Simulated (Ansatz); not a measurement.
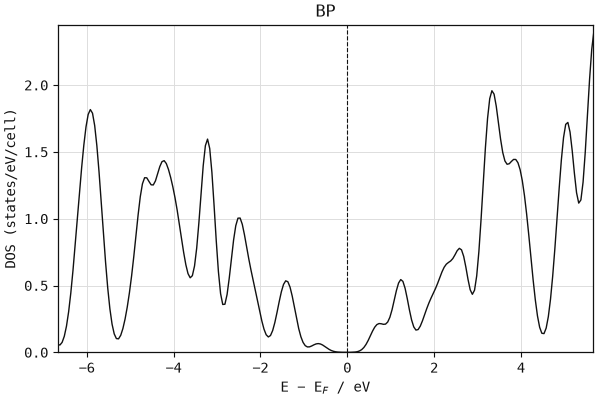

Density of states. Energies are counted from the Fermi level, put mid-gap where there is a gap. The curve is built from the levels of the k mesh with Gaussians 0.4 eV wide, which also blur the band edges.

The Ansatz input:

```
crystal:
  lattice:
    - [0.0, 2.2683155501, 2.2683155501]
    - [2.2683155501, 0.0, 2.2683155501]
    - [2.2683155501, 2.2683155501, 0.0]
  atoms:
    - { symbol: B, position: [0.0, 0.0, 0.0] }
    - { symbol: P, position: [0.25, 0.25, 0.25] }
kpoints:
  mp_grid: { grid: [6, 6, 6] }
hamiltonian:
  xc: pbe
scf:
  occupations: { method: fixed }
  n_extra_bands: 4
output:
  forces: true
  stress: true
  eigenvalues: true
```

Launched with:
```bash
ansatz run input.yaml --threads 4 --pin off --max-ram 3686MiB --backend cpu --events-out ev --progress --plain --runs-dir out
```

Q: Is there a gap at the Fermi level, and how wide?

A: There is a gap; over the k points computed it is 1.33 eV (indirect; the smallest direct gap is 3.40 eV).
